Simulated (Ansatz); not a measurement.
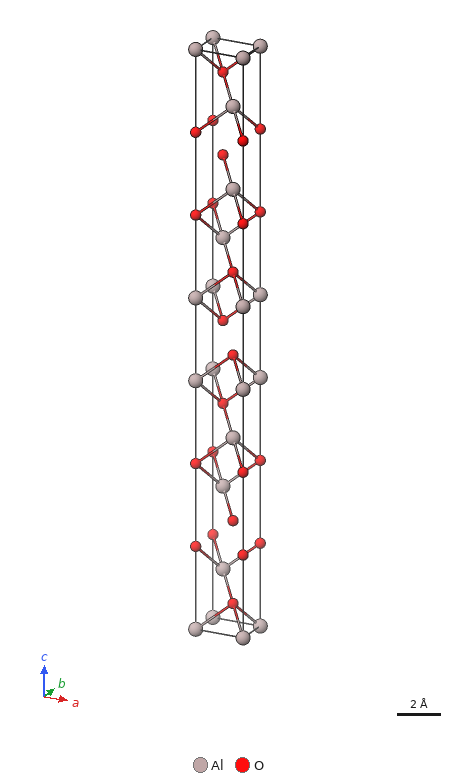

*The structure (ball-and-stick view of the cell 3 times as large as that of the calculation, set on its symmetry axes, seen slightly off an axis).*

# Run report: Al₃O₄, single-point calculation

Al₃O₄ (R-3m, 7 atoms in the cell), computed with DFT PBE, scalar-relativistic, plane waves, PAW, spin-polarised (Ansatz 0.2.0).

The structure was made by swapping elements on the sites of another compound; it need not be a known phase. It belongs to a series of runs on one base structure; here: anti-Sn4As3 type (R-3m, No. 166).

## The program's output
```
basis.fft_grid_basis auto: the FFT boxes are laid along the combinations [[1, 0, -1], [0, 1, -1], [0, 0, 1]] of the cell's own vectors, 3.145, 3.145 and 9.421 Å long. The dense box has 24×24×64 points. Along the cell's own vectors, as sized, it would have 64×64×64, 7.11 times as many. Of the 12 symmetry operations that the crystal satisfies within crystal.symmetry.tolerance (time reversal apart; of a slab, those that keep its plane) the dense box along the cell's own vectors carries 12, and the one as laid loses 8 of those. basis.fft_grid_basis: typed keeps the cell's own vectors: state it where this run's energies or levels are differenced outside the engine with another run's, or held beside a run that keeps those vectors.
Engine: ansatz 0.2.0, x86_64-unknown-linux-gnu
Pseudopotentials: kind: paw
Pseudopotential: Al, paw, valence charge 3, recommended cutoff 420 eV (normal), Al.paw.azcp
Pseudopotential: O, paw, valence charge 6, recommended cutoff 420 eV (normal), O.paw.azcp
Functional definition: PBE
  parameter kappa = 0.804
  parameter beta = 0.06672455060314922
  exchange = pbe_x(kappa = kappa, mu = beta*pi^2/3)
  correlation = pbe_c(beta = beta)
Crystal: 7 atoms, lattice volume = 79.201 Å³
Basis set: ecut = 420 eV, 1543 PW (Γ), FFT grids on a1−a3, a2−a3, a3, exchange–correlation on 48×48×128 points (8 copies of the dense FFT grid, shifted against one another)
Bands: 26, of which v1, the nominal top of the filled ones, is band 17 counted from 1 (16 counted from 0)
Symmetry: 12 space group operations
Space group: R-3m (ITA 166), of the structure as read, at distance tolerance 4.3e-5 Å
Magnetic group: BNS 166.97 (UNI 1327), of the structure as read, at distance tolerance 4.3e-5 Å
k-points: 32 of 216
Non-local potential: Al, projectors of the file, l = 0: 2, l = 1: 2, l = 2: 1
Non-local potential: O, projectors of the file, l = 0: 2, l = 1: 2, l = 2: 1
PAW form: soft (Blöchl's): semilocal exchange-correlation on the pseudo side does not see the compensation charge
PAW one-centre angular grid: Al, 110 points (default); XC on 64 Gauss nodes
PAW one-centre angular grid: O, 110 points (default); XC on 64 Gauss nodes
Initial density: superposition of atomic densities (chi_scale 0.1, normalization cell, long waves 38 % of neutral atoms (reshape's long-wave potential 1.38 eV rms, cloud 1.87 Å wide))
Starting moments: Σ|m| = 4 μB on 4 of 7 sites
Initial wavefunctions: pseudopotential atomic-orbital guess
Functional: x = pbe(κ = 0.804, μ = 0.2195149727645171), c = pbe(β = 0.06672455060314922)
SCF iter   1: F=—  HF=-3880.704252 eV  |F-HF|=—  |Δ(HF+E_count)|=         —  Δρ=8.19e-2 (↑3.83e-2 ↓8.19e-2)  dr2=4.71e0  dr2_m=2.20e0  M=0.362 μB ∫|m|=1.022 μB  β_m=0.30  ethr=3.10e-3  ⟨swp⟩=7.1  Hψ=8470  notcnv=0  defer=6
preconditioner: auto → Kerker (q_TF=auto, 2.358 Å⁻¹)  [metal: Δε(μ)=0.009 eV  Ē_g=13.308 eV  σ=0.100 eV  W_gap=0.05  n_scr=18 (ndim 8)  ℏωp=24.0 eV  f_vac=0.000  D(μ)=1.89/eV (n_scr^D=6)]
spin=Collinear: Kerker preconditioning applied to the charge; magnetization (m = ρ↑ − ρ↓) channel mixes plain (no charge-response kernel on spin).
SCF iter   2: F=—  HF=-3880.618634 eV  |F-HF|=—  |Δ(HF+E_count)|=   8.56e-2  Δρ=5.15e-2 (↑3.83e-2 ↓5.15e-2)  dr2=1.49e0  dr2_m=1.23e0  M=0.289 μB ∫|m|=0.863 μB  β_m=0.30  ethr=3.10e-3  ⟨swp⟩=2.4  Hψ=3135  notcnv=0  defer=201
SCF iter   3: F=—  HF=-3880.678399 eV  |F-HF|=—  |Δ(HF+E_count)|=   5.98e-2  Δρ=3.61e-2 (↑3.61e-2 ↓2.91e-2)  dr2=3.72e-1  dr2_m=6.78e-1  M=0.278 μB ∫|m|=0.747 μB  β_m=0.30  ethr=3.10e-3  ⟨swp⟩=2.3  Hψ=2340  notcnv=0  defer=201
SCF iter   4: F=—  HF=-3880.741349 eV  |F-HF|=—  |Δ(HF+E_count)|=   6.30e-2  Δρ=2.32e-2 (↑2.32e-2 ↓2.24e-2)  dr2=6.43e-2  dr2_m=3.73e-1  M=0.276 μB ∫|m|=0.654 μB  β_m=0.30  ethr=1.13e-3  ⟨swp⟩=2.5  Hψ=2419  notcnv=0  defer=196
SCF iter   5: F=—  HF=-3880.808655 eV  |F-HF|=—  |Δ(HF+E_count)|=   6.73e-2  Δρ=1.76e-2 (↑1.76e-2 ↓1.71e-2)  dr2=1.86e-2  dr2_m=2.16e-1  M=0.264 μB ∫|m|=0.567 μB  β_m=0.30  ethr=1.95e-4  ⟨swp⟩=1.5  Hψ=2073  notcnv=0  defer=176
SCF iter   6: F=—  HF=-3880.849432 eV  |F-HF|=—  |Δ(HF+E_count)|=   4.08e-2  Δρ=1.37e-2 (↑1.31e-2 ↓1.37e-2)  dr2=7.17e-3  dr2_m=1.30e-1  M=0.246 μB ∫|m|=0.492 μB  β_m=0.30  ethr=5.63e-5  ⟨swp⟩=1.7  Hψ=1897  notcnv=0  defer=176
SCF iter   7: F=—  HF=-3880.873410 eV  |F-HF|=—  |Δ(HF+E_count)|=   2.40e-2  Δρ=1.07e-2 (↑1.07e-2 ↓1.04e-2)  dr2=1.59e-3  dr2_m=8.02e-2  M=0.223 μB ∫|m|=0.425 μB  β_m=0.30  ethr=2.17e-5  ⟨swp⟩=2.3  Hψ=2234  notcnv=0  defer=176
Mixer restart at iter 7: flushing history
spin-set hold released at iteration 7 (site moments contracting): the magnetisation degrees of freedom join the quasi-Newton model from the next iteration; the mixer history was flushed
SCF iter   8: F=—  HF=-3880.888928 eV  |F-HF|=—  |Δ(HF+E_count)|=   1.55e-2  Δρ=8.39e-3 (↑8.39e-3 ↓8.37e-3)  dr2=1.41e-3  dr2_m=5.08e-2  M=0.201 μB ∫|m|=0.368 μB  β_m=0.56  ethr=4.83e-6  ⟨swp⟩=2.0  Hψ=2353  notcnv=0  defer=171
SCF iter   9: F=—  HF=-3880.916148 eV  |F-HF|=—  |Δ(HF+E_count)|=   2.72e-2  Δρ=2.17e-3 (↑2.17e-3 ↓1.56e-3)  dr2=4.24e-4  dr2_m=2.51e-3  M=0.102 μB ∫|m|=0.150 μB  β_m=0.79  ethr=4.26e-6  ⟨swp⟩=3.1  Hψ=2905  notcnv=0  defer=171
SCF iter  10: F=—  HF=-3880.918250 eV  |F-HF|=—  |Δ(HF+E_count)|=   2.10e-3  Δρ=8.76e-4 (↑4.25e-4 ↓8.76e-4)  dr2=1.23e-3  dr2_m=1.93e-4  M=0.060 μB ∫|m|=0.072 μB  β_m=0.80  ethr=1.28e-6  ⟨swp⟩=2.5  Hψ=2826  notcnv=0  defer=171
SCF iter  11: F=—  HF=-3880.918449 eV  |F-HF|=—  |Δ(HF+E_count)|=   1.99e-4  Δρ=3.77e-4 (↑3.77e-4 ↓2.66e-4)  dr2=6.71e-5  dr2_m=5.91e-5  M=0.043 μB ∫|m|=0.048 μB  β_m=0.90  ethr=1.28e-6  ⟨swp⟩=2.4  Hψ=2527  notcnv=0  defer=171
SCF iter  12: F=—  HF=-3880.918638 eV  |F-HF|=—  |Δ(HF+E_count)|=   1.89e-4  Δρ=2.18e-4 (↑2.18e-4 ↓1.85e-4)  dr2=8.27e-5  dr2_m=1.11e-5  M=0.023 μB ∫|m|=0.023 μB  β_m=0.81  ethr=2.03e-7  ⟨swp⟩=2.0  Hψ=2682  notcnv=0  defer=171
SCF iter  13: F=—  HF=-3880.918660 eV  |F-HF|=—  |Δ(HF+E_count)|=   2.18e-5  Δρ=8.74e-5 (↑8.71e-5 ↓8.74e-5)  dr2=3.09e-6  dr2_m=4.98e-6  M=0.015 μB ∫|m|=0.015 μB  β_m=0.90  ethr=2.03e-7  ⟨swp⟩=2.2  Hψ=2481  notcnv=0  defer=171
SCF iter  14: F=—  HF=-3880.918687 eV  |F-HF|=—  |Δ(HF+E_count)|=   2.77e-5  Δρ=3.81e-5 (↑3.81e-5 ↓3.75e-5)  dr2=5.26e-8  dr2_m=1.03e-6  M=0.004 μB ∫|m|=0.005 μB  β_m=0.95  ethr=3.03e-10  ⟨swp⟩=9.4  Hψ=9763  notcnv=0
SCF iter  15: F=—  HF=-3880.918690 eV  |F-HF|=—  |Δ(HF+E_count)|=   2.75e-6  Δρ=9.31e-6 (↑4.29e-6 ↓9.31e-6)  dr2=3.34e-7  dr2_m=8.23e-9  M=-0.000 μB ∫|m|=0.000 μB  β_m=0.93  ethr=1.59e-10  ⟨swp⟩=6.1  Hψ=6863  notcnv=0
iter 16 did not close the SCF: its close was put off for a magnetic moment that had not settled (scf_convergence_deferred on its scf_iter line)
SCF iter  16: F=-3880.918690 eV  HF=-3880.918690 eV  |F-HF|=4.00e-8  |Δ(HF+E_count)|=   1.95e-8  Δρ=2.27e-6 (↑2.27e-6 ↓1.91e-6)  dr2=4.23e-8  dr2_m=4.24e-10  M=0.000 μB ∫|m|=0.000 μB  β_m=0.85  ethr=1.59e-10  ⟨swp⟩=1.7  Hψ=4628  notcnv=0
iter 17 did not close the SCF: its close was put off for a magnetic moment that had not settled (scf_convergence_deferred on its scf_iter line)
SCF iter  17: F=-3880.918690 eV  HF=-3880.918690 eV  |F-HF|=3.15e-9  |Δ(HF+E_count)|=   2.22e-9  Δρ=7.51e-7 (↑7.51e-7 ↓4.99e-7)  dr2=3.40e-9  dr2_m=6.83e-11  M=0.000 μB ∫|m|=0.000 μB  β_m=0.86  ethr=1.28e-10  ⟨swp⟩=2.0  Hψ=4072  notcnv=0
SCF iter  18: F=-3880.918690 eV  HF=-3880.918690 eV  |F-HF|=1.00e-11  |Δ(HF+E_count)|=  4.18e-11  Δρ=1.07e-7 (↑1.07e-7 ↓1.02e-7)  dr2=3.01e-11  dr2_m=5.56e-12  M=0.000 μB ∫|m|=0.000 μB  ethr=1.03e-11  ⟨swp⟩=1.0  Hψ=3530  notcnv=0
WARN: the starting moments were not kept: the SCF closed with an absolute magnetisation of 6.0e-6 μB, where they sum to 4 μB in size (4 sites). That is at most 0.1 of that sum. Measured as dr2_m measures the in/out step, that magnetisation stands 2.5e-12 eV from none, at or under the dr2_threshold of 1.0e-7 eV: it is no larger than a step whose dr2_m would equal this threshold. The system may hold no moment; this SCF shows only that its start led to no more than that. To try another start: raise the starting moments (crystal.atoms[].spin, magnetization.per_species, magnetization.initial_magnetization, or on a non-collinear deck that types none of these the spinor_matrix: blocks that start its atoms; where the total moment is fixed, keep their sum and leave initial_magnetization as it is; typed ones take the place of any that the run laid by itself, positive ones on a crystal's lanthanoids without a Hubbard term where scf.initial_density.shell_occupations: [] is typed) or, if the notice of its spin-set hold's release reads "site moments contracting" or "site moments show no strong build", lengthen the hold (scf.mixing.spin_hold: { on: { confirm: 4 } }; for m-r²SCAN on two components see the key's manual first). Each may lead to a state that holds a moment. A second SCF, from the converged charge density, with the starting moments and any scf.initial_density.shell_occupations laid on it anew, would have followed, and was not run: the deck does not ask for one (magnetization.retry_lost_moments is false, the default). To let it run, set magnetization.retry_lost_moments: true and run the deck again, where that key's refused combinations let it; where memory then withholds it, that run's warning says so.
SCF 1 converged in 18 iterations: F = -3880.918690 eV  dr2 = 3.01e-11
  greatest PAW one-centre occupation: 0.884 electrons in one spin orbital (limit 2), on the O atom at site 4 (counted from 0), in its partial waves of l = 0
```

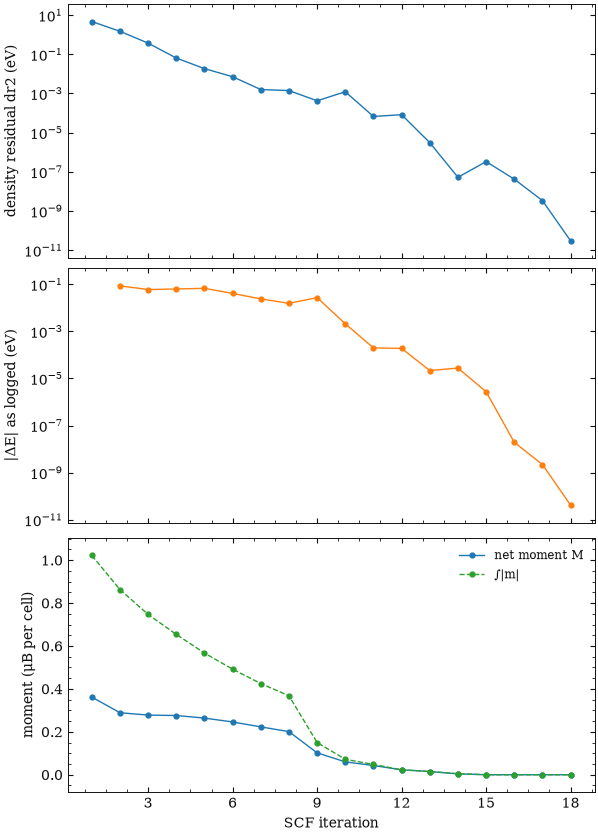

*Convergence of the self-consistent field: density residual dr2, size of the energy change and magnetic moment against the SCF iteration.*

The residual falls unevenly and jumps up by a factor of two or more 2 times on the way down. The net moment goes from 0.4 to 0.0 μB per cell, and ∫|m| falls to zero.

```
SCF converged after 18 iterations
Magnetization: 0.0000 μB (16.5000 up, 16.5000 down)
Absolute magnetization: 0.0000 μB (∫|ρ↑−ρ↓|, with the PAW one-centre terms)
Spin contamination: 0.0000 ħ² per cell (⟨S²⟩ above its minimum at these occupations)
Per-site moments (μB) at R_I (Å): [(1.186372162117097e-6, 0.9263089475473063), (3.214400369091313e-7, 0.9263089475473063), (3.2144003696627705e-7, 0.9263089475473067), (4.8584536998808194e-8, 0.9256364983425452), (4.8584536962821066e-8, 0.9256364983425452), (-1.5099661447671412e-8, 0.9263089475473067), (-1.509966137028404e-8, 0.9263089475473063)]
Free energy (F): -3880.918690 eV
Harris-Foulkes:  -3880.918690 eV  (|F-HF|=1.00e-11)
Internal energy: -3880.906329 eV  (E = F + TS)
E sigma→0 (E₀):  -3880.912509 eV
Entropy (-TS):   -0.012361 eV (-1.766 meV/atom)
Fermi energy:    8.013679 eV
--- Per-component energies (eV) ---
  E_band       = -4.216697
  E_kinetic    = 755.123356
  E_local      = -1486.368024  (includes V_loc(G=0)·N_el)
  E_nonlocal   = 217.346530
  E_hartree    = 558.399593
  E_xc         = -411.800599
  E_vxc        = -460.417735  (∫ρ·V_xc dr)
  E_paw        = -2027.652990  (= ΣΔE_a)
  E_vpaw       = -146.709289  (= ΣTr[D̂ρ^β])
  E_aug_tail   = 0.009181  (compensation charges beyond the density's cutoff)
  E_ewald      = -1485.963375
  E_smearing   = -0.012361  (= −TS)
  E_closure    = -0.000000  (closes the sum)
  Σ components = -3880.918690   (vs F -3880.918690, Δ=0.00e0)
--- Forces (eV/Å), atoms counted from 1 ---
  atom   1  Al     0.00000000     0.00000000     0.00000000
  atom   2  Al     0.00000000    -0.00000000    -5.79977462
  atom   3  Al     0.00000000     0.00000000     5.79977462
  atom   4  O      0.00000000     0.00000000     7.90724067
  atom   5  O      0.00000000    -0.00000000    -7.90724067
  atom   6  O      0.00000000    -0.00000000    -0.69731324
  atom   7  O      0.00000000     0.00000000     0.69731324
  max |Σ_I F_I| component: 2.55e-15 eV/Å
--- Stress (GPa, compression-positive) ---
      -14.747254       0.000000       0.000000
        0.000000     -14.747254      -0.000000
        0.000000      -0.000000     -24.691609
  P = ⅓ Tr σ = -18.0620 GPa (-180.620 kbar)
--- Band table (eV; the first three rows and the last of 64) ---
  k-point 0 ↑: bands = ["-13.6519", "-13.1401", "-10.0310", "-7.9085", "-1.4646", "0.7960", "2.4050", "2.4050", "2.6061", "2.6061", "3.0929", "5.2677", "6.1696", "6.3501", "6.3501", "7.5924", "7.5924", "7.8627", "10.4288", "12.3897", "12.9730", "14.8003", "14.8003", "16.3546", "16.3546", "16.8962"]
  k-point 1 ↑: bands = ["-13.4611", "-13.0068", "-9.8119", "-7.8946", "-1.1807", "0.5100", "1.0107", "1.6735", "2.1608", "2.4625", "4.2431", "4.6831", "5.9434", "6.0538", "6.6391", "7.5153", "7.6334", "8.7557", "10.7002", "12.2224", "12.9780", "13.4975", "14.1348", "14.9855", "15.6051", "16.6861"]
  k-point 2 ↑: bands = ["-13.0277", "-12.7377", "-9.2632", "-7.9629", "-1.1747", "-0.6206", "0.2239", "1.4406", "1.7488", "2.1631", "3.5941", "4.3180", "5.5552", "5.5878", "6.8285", "7.6028", "8.1285", "8.8959", "10.8881", "11.7531", "11.9705", "12.6047", "13.8720", "14.3733", "14.8144", "15.8718"]
  k-point 31 ↓: bands = ["-13.6487", "-13.1453", "-10.0219", "-7.9209", "-1.4041", "0.6352", "2.4055", "2.4055", "2.6053", "2.6053", "3.5067", "4.5615", "6.3511", "6.3511", "6.9864", "7.3980", "7.5914", "7.5914", "10.7306", "11.6013", "13.6723", "14.7750", "14.7750", "16.3250", "16.4421", "16.4421"]
--- Löwdin populations: 7 sites ---
  site symbol       q [e]    m [muB]
     0     Al      2.1563     0.0000
     1     Al      2.0782     0.0000
     2     Al      2.0782     0.0000
     3      O      6.5108     0.0000
     4      O      6.5108     0.0000
     5      O      6.7117    -0.0000
     6      O      6.7117    -0.0000
  spilling = 0.007342 (of n_electrons = 33.000000)
```

## File populations.tsv
```
# site	symbol	l	j	q_up	q_dn
# orbitals = lowdin
# n_electrons = 33.000000
# spilling = 0.007342
0	Al	0_3S	-	0.430157	0.430155
0	Al	1_3P	-	0.648009	0.648008
1	Al	0_3S	-	0.375420	0.375420
1	Al	1_3P	-	0.663668	0.663667
2	Al	0_3S	-	0.375420	0.375420
2	Al	1_3P	-	0.663668	0.663667
3	O	0_2S	-	0.923830	0.923830
3	O	1_2P	-	2.331594	2.331594
4	O	0_2S	-	0.923830	0.923830
4	O	1_2P	-	2.331594	2.331594
5	O	0_2S	-	0.899428	0.899427
5	O	1_2P	-	2.456405	2.456406
6	O	0_2S	-	0.899428	0.899427
6	O	1_2P	-	2.456405	2.456406
```

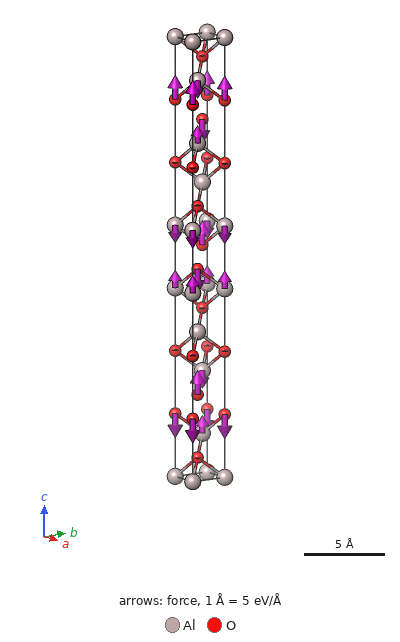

*Forces on the atoms as pink arrows (ball-and-stick view of the cell 3 times as large as that of the calculation, set on its symmetry axes, seen slightly off an axis).*

The largest act on O4, O5 (7.91 eV/Å); Al2, Al3 (5.80 eV/Å). Atoms are counted from 1 in the order of the input and aren't labelled in the picture. The geometry is not a stationary point of this energy.

The run was set up as follows.

## Input file
```yaml
crystal:
  lattice:
    - [1.5726846141, 0.9079898853, 9.2439204669]
    - [-1.5726846141, 0.9079898853, 9.2439204669]
    - [0.0, -1.8159797705, 9.2439204669]
  atoms:
    - { symbol: Al, position: [0.0, 0.0, 0.0] }
    - { symbol: Al, position: [0.5714, 0.5714, 0.5714] }
    - { symbol: Al, position: [0.4286, 0.4286, 0.4286] }
    - { symbol: O, position: [0.8571, 0.8571, 0.8571], spin: 1.0 }
    - { symbol: O, position: [0.1429, 0.1429, 0.1429], spin: 1.0 }
    - { symbol: O, position: [0.7143, 0.7143, 0.7143], spin: 1.0 }
    - { symbol: O, position: [0.2857, 0.2857, 0.2857], spin: 1.0 }
basis:
  ecutwfc: 420
kpoints:
  mp_grid: { grid: [6, 6, 6] }
hamiltonian:
  xc: pbe
scf:
  occupations: { method: gaussian, width: 0.1 }
  lower_state_search: "off"
output:
  forces: true
  stress: true
  eigenvalues: true
  populations: true
magnetization:
  spin_polarized: true
```

Run as:
```bash
ansatz run input.yaml --threads 1 --pin off --max-ram 2560MiB --backend cpu --events-out ev --progress --plain --runs-dir out
```

## Results in brief

| quantity | value |
| --- | --- |
| outcome | converged |
| space group (tolerance 0.01 Å) | R-3m (166) |
| electrons treated | 33 |
| free energy | −3880.9187 eV |
| Fermi energy | 8.014 eV |
| gap on the k-point mesh | none (metallic) |
| net moment of the cell | 0.00 μB |
| integrated absolute moment | 0.00 μB |
| pressure | −18.06 GPa |
| largest force (length of the vector) | 7.907 eV/Å |
| hardware | 1 thread of Intel Xeon (Granite Rapids), 192 GiB of memory available, shared host |
| wall time | 6.9 s |
| peak memory | 0.42 GiB |

## Notes

Warnings of the run: some starting moments were not kept. The cell is under a tension of 18.1 GPa at this level, so it is not at its equilibrium volume.
